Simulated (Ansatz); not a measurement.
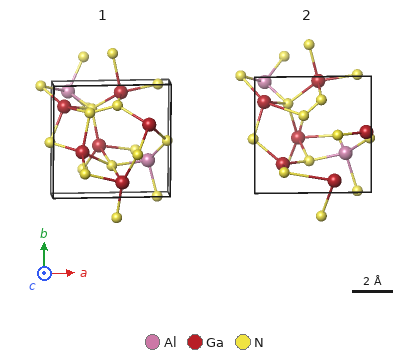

Two geometries of an amorphous cell of composition AlGa3N4 (coarse preliminary run), drawn at one scale. One is the start of a relaxation, the other its converged end. A ball-and-stick model of the cell of the calculation, seen along the c axis.

Method: DFT PBEsol, scalar-relativistic, plane waves, PAW in Ansatz. (plane-wave cutoff 420 eV; k-point mesh 2 × 2 × 2; occupations gaussian; smearing width 0.1 eV; mesh shifted by (0.5, 0.5, 0.5); no spin polarisation; cell and atoms relaxed; force threshold 0.04 eV/Å; at most 70 steps)

Which of the two is the end point?

Structure 1 is the relaxed one. Case: the last frame of the dynamics. A Ga atom moves most relative to the cell: 1.11 Å along [−2 2 −1]. Largest moves by element: Ga 1.11 Å, N 0.75 Å, Al 0.62 Å. The volume changes by −5.4 %, with a 5.844 → 5.879 Å (+0.6 %), b 5.834 → 5.627 Å (−3.6 %), c 5.864 → 5.726 Å (−2.3 %), α 87.5° → 92.5°, β 89.9° → 87.5°, γ 89.4° → 88.6°. Among the contacts that change: Al–N 3.379 → 1.981 Å, Ga–N 3.025 → 2.008 Å, Ga–N 2.353 → 3.205 Å, Ga–N 3.189 → 2.343 Å. New bonds form: Al–N (3.38 → 1.98 Å), Ga–N (2.72 → 1.93 Å), Ga–N (2.80 → 2.04 Å), Ga–N (3.03 → 2.01 Å). Bonds break: Ga–N (2.35 → 3.21 Å). Among the angles between lasting bonds that change: Ga–N–Ga 142.7° → 114.5°, N–Ga–N 131.1° → 103.8°, N–Al–N 134.2° → 107.4°. Over 13 accepted moves (15 points after the start) the energy falls by 286 meV per atom. Largest force component: 1.9 eV/Å at the start, 0.024 eV/Å at the end. Pressure: −0.73 GPa at the start and −0.06 GPa at the end. The line search rejected the trial step at point 9 of the run. The SCF was repeated once at an unchanged geometry on a basis and grid sized afresh for the cell, which shifted the energy by 0.7 meV per atom at most.

Limits of the set-up: the periodic images lie only 5.8 Å apart, so the values are limited by the cell's size.
